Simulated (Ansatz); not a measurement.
## Energy of TiAl along a shift of atoms along one path

System: TiAl (2 atoms in the cell).
Method: DFT PBEsol, scalar-relativistic, plane waves, PAW, no spin polarisation (Ansatz 0.2.0).

The 6 runs differ only in the geometry, by a shift of atoms along one path in a fixed cell. The shift s is measured from run 4: Al2 moves along the Cartesian direction (0.00, 0.00, 1.00), and Ti1 with it in fixed proportion. The structure derives from a Materials Project entry.

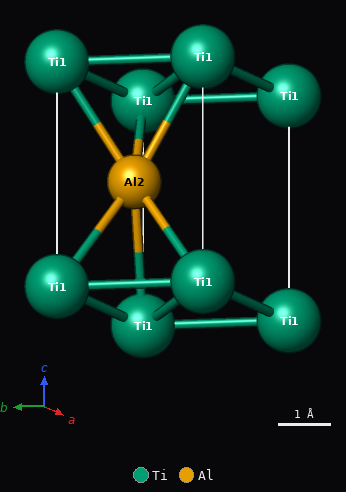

Figure 1. The structure of run 4 (ball-and-stick view of the cell of the calculation, seen at an oblique angle; atoms are numbered from 1 in the order of the input). An atom can appear more than once, as a periodic image.

**Input of run 4**
```yaml
crystal:
  lattice:
    - [2.8478212847, 0.0, 0.0]
    - [-1.4239106423, 2.466285578, 0.0]
    - [0.0, 0.0, 4.6199447394]
  atoms:
    - { symbol: Ti, position: [0.0, 0.0, -0.006100476] }
    - { symbol: Al, position: [0.3333333333, 0.6666666667, 0.5108226403] }
basis:
  ecutwfc: 420
kpoints:
  mp_grid: { grid: [24, 24, 14] }
hamiltonian:
  xc: pbesol
scf:
  occupations: { method: gaussian, width: 0.15 }
output:
  forces: true
  stress: true
  eigenvalues: true
```

Command:
```bash
ansatz run input.yaml --threads 2 --pin off --max-ram 5120MiB --backend cpu --events-out ev --progress --plain --runs-dir out
```

Lattice vectors (Å) and fractional positions of run 4:
```
   2.847821    0.000000    0.000000
  -1.423911    2.466286    0.000000
   0.000000    0.000000    4.619945
Ti  0.000000  0.000000 -0.006100
Al  0.333333  0.666667  0.510823
```

Run 5 differs from it as follows:
```diff
-    - { symbol: Ti, position: [0.0, 0.0, -0.006100476] }
-    - { symbol: Al, position: [0.3333333333, 0.6666666667, 0.5108226403] }
+    - { symbol: Ti, position: [0.0, 0.0, -0.009150714] }
+    - { symbol: Al, position: [0.3333333333, 0.6666666667, 0.5162339604] }
```

**Results, with one run withheld**

```csv
run,shift s of Al2 (Å),"free energy per atom, from the lowest run given (meV)",pressure (GPa),force along the path (eV/Å)
1,−0.2500,186.03,5.08,3.926
2,−0.1500,42.97,1.28,1.851
3,−0.0250,0.00,0.10,−0.454
4,0.0000,8.53,0.33,−0.911
5,0.0250,?,?,?
6,0.1250,140.42,3.89,−3.375
```

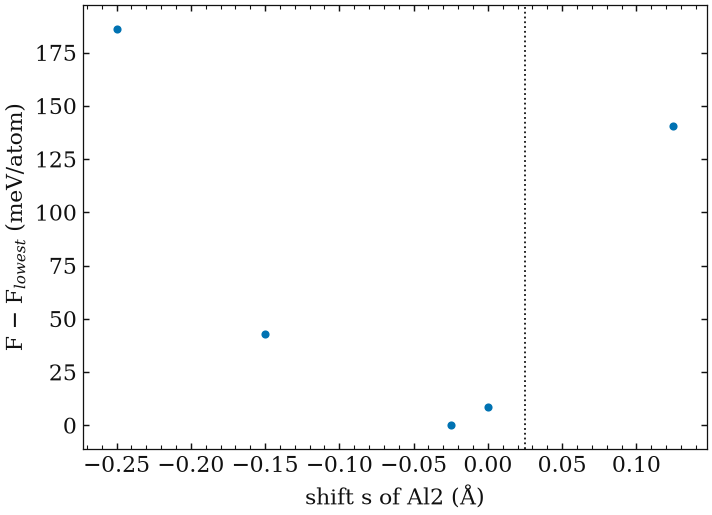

Figure 2. Free energy per atom of the runs given; the dotted line marks run 5.

Estimate the energy of run 5 from the others.

A cubic polynomial in the coordinate, fitted to the 5 runs given, misses them by at most 0.27 meV per atom. With x = s + 0.0600, it reads F = −3.0815 − 84.296 x + 4720.3 x² − 390.4 x³ (meV per atom). At run 5 it gives 23.62 meV per atom, and the run itself gives 22.82. The slope of the fit gives a force −dF/ds of −1.419 eV/Å along the path (summed over the atoms that move), and the printed forces give −1.376 eV/Å. The fit has its minimum at s = −0.0511 Å. The fit misses that run by 0.80 meV per atom.

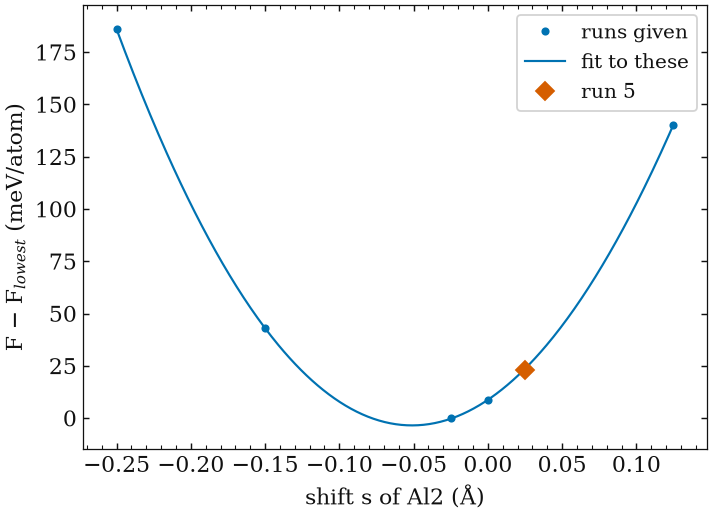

Figure 3. The fit and the withheld run.

**Output, shortened to warnings, some set-up lines, iterations and results (run 5)**
```
Basis set: ecut = 420 eV, 627 PW (Γ), exchange–correlation on 40×40×64 points (8 copies of the dense FFT grid, shifted against one another)
Symmetry: 6 space group operations
k-points: 776 of 8064 (time reversal used)
Initial density: superposition of atomic densities (neutral atoms: chi_scale 0, normalization atom), corrected by the library's trained network
[...]
SCF iter   1: F=—  HF=-2998.918913 eV  |F-HF|=—  |Δ(HF+E_count)|=         —  Δρ=9.27e-3  dr2=3.91e-2  ethr=1.77e-3  ⟨swp⟩=5.0  Hψ=46836  notcnv=0
SCF iter   2: F=—  HF=-2998.914270 eV  |F-HF|=—  |Δ(HF+E_count)|=   4.64e-3  Δρ=5.69e-3  dr2=1.80e-2  ethr=2.61e-4  ⟨swp⟩=1.0  Hψ=15520  notcnv=0
SCF iter   3: F=—  HF=-2998.911272 eV  |F-HF|=—  |Δ(HF+E_count)|=   3.00e-3  Δρ=1.06e-3  dr2=8.18e-4  ethr=1.20e-4  ⟨swp⟩=2.0  Hψ=10489  notcnv=0
SCF iter   4: F=—  HF=-2998.911066 eV  |F-HF|=—  |Δ(HF+E_count)|=   2.06e-4  Δρ=2.70e-4  dr2=1.33e-5  ethr=5.45e-6  ⟨swp⟩=2.2  Hψ=12426  notcnv=0
SCF iter   5: F=—  HF=-2998.911098 eV  |F-HF|=—  |Δ(HF+E_count)|=   3.22e-5  Δρ=5.91e-5  dr2=3.33e-6  ethr=8.89e-8  ⟨swp⟩=2.3  Hψ=14261  notcnv=0
SCF iter   6: F=—  HF=-2998.911097 eV  |F-HF|=—  |Δ(HF+E_count)|=   7.94e-7  Δρ=2.11e-5  dr2=1.46e-7  ethr=2.22e-8  ⟨swp⟩=2.0  Hψ=11747  notcnv=0
SCF iter   7: F=-2998.911097 eV  HF=-2998.911097 eV  |F-HF|=5.71e-10  |Δ(HF+E_count)|=  6.55e-10  Δρ=5.37e-6  dr2=6.09e-9  ethr=6.67e-10  ⟨swp⟩=4.3  Hψ=26954  notcnv=0
SCF 1 converged in 7 iterations: F = -2998.911097 eV  dr2 = 6.09e-9
SCF converged after 7 iterations
Free energy (F): -2998.911097 eV
Harris-Foulkes:  -2998.911097 eV  (|F-HF|=5.71e-10)
Internal energy: -2998.881459 eV  (E = F + TS)
E sigma→0 (E₀):  -2998.896278 eV
Entropy (-TS):   -0.029639 eV (-14.819 meV/atom)
Fermi energy:    10.691161 eV
--- Per-component energies (eV) ---
  E_band       = -164.675736
  E_kinetic    = 296.475534
  E_local      = -1144.893073  (includes V_loc(G=0)·N_el)
  E_nonlocal   = 20.094656
  E_hartree    = 494.735336
  E_xc         = -136.676571
  E_vxc        = -151.399688  (∫ρ·V_xc dr)
  E_paw        = -1477.514918  (= ΣΔE_a)
  E_vpaw       = -174.421396  (= ΣTr[D̂ρ^β])
  E_aug_tail   = 0.000112  (compensation charges beyond the density's cutoff)
  E_ewald      = -1051.261059
  E_core_change = 0.158523  (= ΣΔE_core)
  E_smearing   = -0.029639  (= −TS)
  E_closure    = 0.000000  (closes the sum)
  Σ components = -2998.911097   (vs F -2998.911097, Δ=0.00e0)
--- Forces (eV/Å), atoms counted from 1 ---
  atom   1  Ti     0.00000000     0.00000000     0.87992300
  atom   2  Al    -0.00000000    -0.00000000    -0.87992372
  max |Σ_I F_I| component: 7.17e-7 eV/Å
--- Stress (GPa, compression-positive) ---
        0.554614      -0.000000      -0.000000
        0.000000       0.554614       0.000000
       -0.000000       0.000000       1.072923
  P = ⅓ Tr σ = 0.7274 GPa (7.274 kbar)
```
